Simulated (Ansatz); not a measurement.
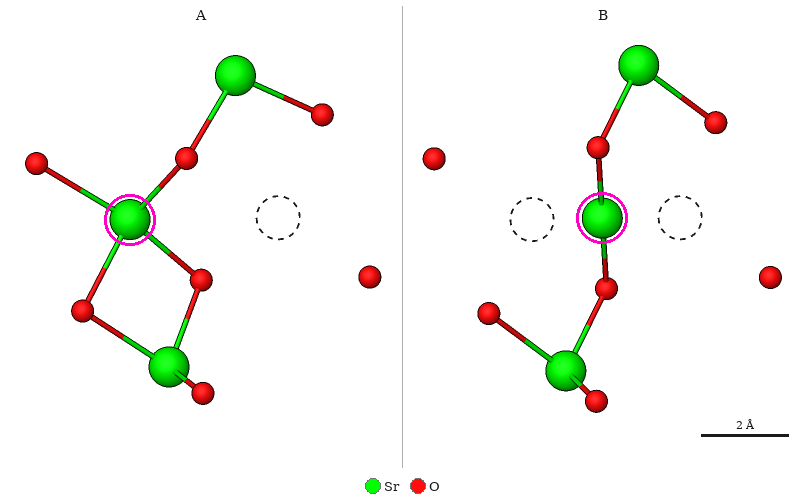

A vacancy jump of strontium in SrO (P6_3/mmc phase), in a cell of charge −2 (on a uniform background) with 23 atoms, whose images lie 7.4 Å apart. One frame is the relaxed vacancy; in the other the neighbouring Sr atom (ringed) was set half-way along its jump of 3.59 Å and all atoms were relaxed in the symmetry of that start. Dashed circles mark empty sites. Style: ball-and-stick. Shown: the slice 3.8 Å thick through the jump, out to 4.6 Å from its middle, across the jump.

Computed with DFT PBE, scalar-relativistic, plane waves, PAW (Ansatz 0.2.0). Set-up: plane-wave cutoff 420 eV; k-point mesh 3 × 3 × 2; occupations gaussian; smearing width 0.05 eV; no spin polarisation; atoms relaxed in a fixed cell; force threshold 0.02 eV/Å.

### Which frame is the half-way one, and how far apart are the two in energy?

Frame B is the half-way start after relaxation. It lies 1.75 eV above the relaxed vacancy. The atom stays half-way, on the straight line. The symmetry of the start was kept and can hold it there, so for a path with one hump at the middle this is the barrier or an upper bound to it. There it has 2 O as nearest neighbours, the closest at 2.26 Å. The gap on the mesh is 2.46 eV with the relaxed vacancy and 2.05 eV half-way.

Limits of the set-up: the periodic images lie only 7.4 Å apart, so the values are limited by the cell's size; the cell is charged, on a uniform background, and energies carry no finite-size correction.
